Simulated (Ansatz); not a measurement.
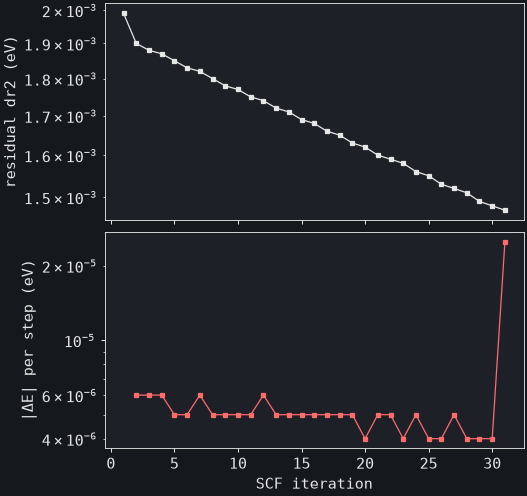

The plot shows the SCF iterations of a calculation: density residual dr2, step-to-step change of the Harris–Foulkes energy. The starting density is a sum of atomic densities corrected by a trained network.

Si2W (3 atoms in the cell), run with Ansatz.

```
crystal:
  lattice:
    - [-1.6750413189, 1.6750413189, 3.9334139095]
    - [1.6750413189, -1.6750413189, 3.9334139095]
    - [1.6750413189, 1.6750413189, -3.9334139095]
  atoms:
    - { symbol: Si, position: [0.3345744059, 0.3345744059, 0.0] }
    - { symbol: Si, position: [0.6654255941, 0.6654255941, 0.0] }
    - { symbol: W, position: [0.0, 0.0, 0.0] }
basis:
  ecutwfc: 420
kpoints:
  mp_grid: { grid: [20, 20, 20] }
hamiltonian:
  xc: pbe
scf:
  occupations: { method: gaussian, width: 0.15 }
  mixing: { algorithm: anderson, beta: 0.005, ndim: 1 }
  max_iter: 80
output:
  forces: true
  eigenvalues: true
  stress: true
```

Run as:
```bash
ansatz run input.yaml --threads 1 --pin off --max-ram 2560MiB --backend cpu --events-out ev --progress --plain --runs-dir out
```

Did the calculation converge?

It was still iterating, at step 31, when the time limit ended it. The residual only creeps down, by about 0.7 % a step, and is still near 1.5 × 10⁻³ when the run stops. After iteration 31 the program gave up density mixing and went on by direct minimisation of the free energy.

Read the residual at the first and at the last step drawn.

It starts near 2 × 10⁻³ and ends near 1.5 × 10⁻³ eV.

What lies behind the failure?

The input holds a fault, mixing far too weak: scf.mixing set to {"algorithm": "anderson", "beta": 0.005, "ndim": 1}. The plot doesn't show it to be the cause; the time allowed was short.
